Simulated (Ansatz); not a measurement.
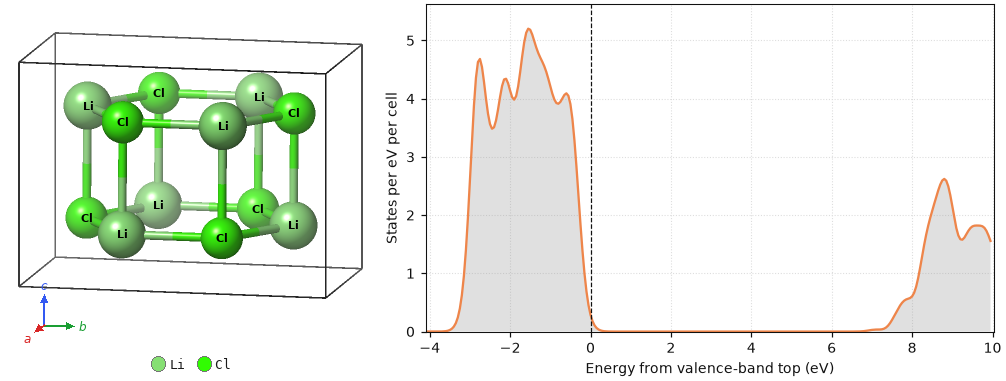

Density of states, beside the structure. Energies are counted from the top of the valence band. The curve is built from the levels of the k mesh with Gaussians 0.4 eV wide, which also blur the band edges.

System: LiCl, space group Cmcm (No. 63), 4 atoms in the cell, h-MgO (five-fold) type, uniaxial (x) strain −5.1%.

```cif
data_structure
_symmetry_space_group_name_H-M 'P 1'
_symmetry_Int_Tables_number 1
_cell_length_a 3.9500
_cell_length_b 4.1099
_cell_length_c 5.2325
_cell_angle_alpha 90.000
_cell_angle_beta 90.000
_cell_angle_gamma 118.721
_cell_volume 74.50
loop_
_atom_site_label
_atom_site_type_symbol
_atom_site_fract_x
_atom_site_fract_y
_atom_site_fract_z
_atom_site_occupancy
Li1 Li 0.33564 0.67128 0.25000 1
Li2 Li 0.66436 0.32872 0.75000 1
Cl1 Cl 0.66125 0.32249 0.25000 1
Cl2 Cl 0.33875 0.67751 0.75000 1
```

Computed with Ansatz 0.2.0: DFT, HSE06, plane waves, PAW, no spin polarisation, 6×6×4 k mesh, 420 eV cutoff.

Is there a gap at the Fermi level, and how wide?

There is a gap; over the k points computed it is 7.09 eV (direct among those points).

How wide is the upper valence band?

The upper group of valence states starts about 3.3 eV under the valence-band top, with a gap beneath it; it holds about 12 electrons a cell.
